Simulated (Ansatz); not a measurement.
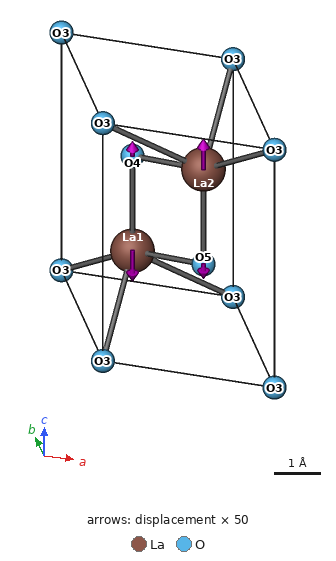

A relaxation of a crystal of La2O3 (set up in P-3m1). The starting structure is drawn; purple arrows show the displacements (the part carried along by the change of the cell is left out), 50 times their true length.

A ball-and-stick model of the cell of the calculation, seen from a free direction.

The run lets cell and atoms move.

Method: Kohn-Sham DFT of a periodic cell, PBEsol with D3(BJ)-ATM, Ansatz PAW in Ansatz 0.2.0.

Input file:
```yaml
crystal:
  lattice:
    - [3.930777878, 0.0, 0.0]
    - [-1.965388939, 3.404153499, 0.0]
    - [0.0, 0.0, 6.11195352]
  atoms:
    - { symbol: La, position: [0.3333333333, 0.6666666667, 0.24623568] }
    - { symbol: La, position: [0.6666666667, 0.3333333333, 0.75376432] }
    - { symbol: O, position: [0.0, 0.0, 0.0] }
    - { symbol: O, position: [0.3333333333, 0.6666666667, 0.64589065] }
    - { symbol: O, position: [0.6666666667, 0.3333333333, 0.35410935] }
hamiltonian:
  xc: pbesol
  pseudopotentials: { kind: paw }
  dispersion: d3bjatm
kpoints:
  mp_grid: { grid: [8, 8, 5] }
scf:
  occupations: { method: fermi_dirac, width: 0.05 }
output:
  forces: true
  stress: true
  eigenvalues: true
relax:
  f_tol: 0.01
  max_steps: 40
  cell: { stress_tol: 0.05 }
```

Run as
```bash
ansatz run input.yaml --threads 2 --pin off --max-ram 5632MiB --backend cpu --events-out ev --progress --plain --runs-dir out
```

Question: Atoms of which element are displaced furthest, and by how much?

Answer: Lanthanum: up to 0.016 Å, against 0.008 Å for oxygen.

Question: What happened in the run?

Answer: The largest moves relative to the cell, 0.016 Å, are those of La1 and La2. La2 goes along +c. Largest moves by element: La 0.016 Å, O 0.008 Å. The volume changes by −4.5 %, with a = b 3.931 → 3.892 Å (−1.0 %), c 6.112 → 5.952 Å (−2.6 %). Among the contacts that change: La1–O3 2.723 → 2.674 Å, La1–O4 2.443 → 2.403 Å, La1–O5 2.363 → 2.339 Å. The space group stays P-3m1 (No. 164). After 6 accepted moves (9 points after the start) the energy has fallen by 12.7 meV per atom. Largest force component: 0.092 eV/Å at the start, 0.00052 eV/Å at the end. The pressure goes from −5.49 to −0.01 GPa. The line search rejected the trial step at point 1 of the run. The SCF was repeated twice at an unchanged geometry on a basis and grid sized afresh for the cell, which shifted the energy by 1.6 meV per atom at most. At step 1 the optimiser overshot: the energy rose above the start, and later steps came back.
